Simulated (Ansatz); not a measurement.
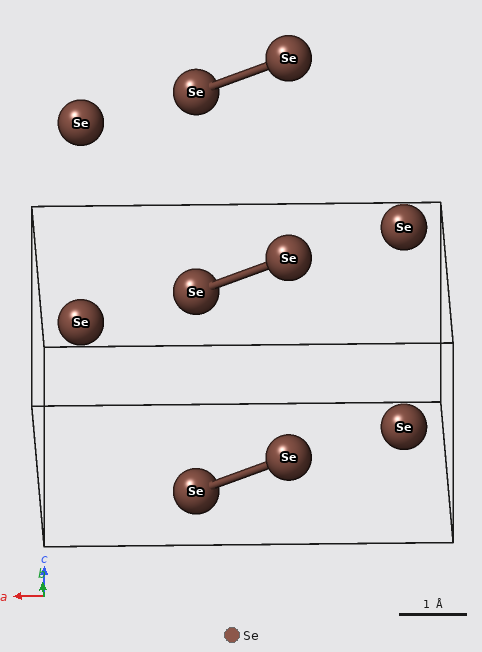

The starting point is a symmetric starting cell of Se (made from another compound by putting Se in place of S). Style: ball-and-stick. Shown: the cell of the calculation, repeated 1 × 1 × 2 with one cell outlined, from a free direction.

Computed with Ansatz, DFT PBE, scalar-relativistic, plane waves, PAW. (plane-wave cutoff 420 eV; k-point mesh 8 × 8 × 14; occupations gaussian; smearing width 0.1 eV; no spin polarisation)

Now this is done to it. All lengths are scaled by +0.7 % (volume +2.0 %), the atoms keeping their fractional coordinates. No relaxation follows. The starting cell wasn't computed here and needn't be at equilibrium, so pressure and forces aren't due to the change alone.

**What does the calculation give for the changed structure?**

The pressure is 6.7 GPa (not all of it need come from the change, since the unchanged cell can be under pressure at this level too). The principal stresses (compression positive) are −0.5 GPa along c and 10.2 GPa across it. The largest forces, 4 eV/Å, act on 4 Se atoms of the calculation's cell. Some distances before and after: Se–Se 2.033 → 2.047 Å. The space group stays P4_2/mnm (No. 136).
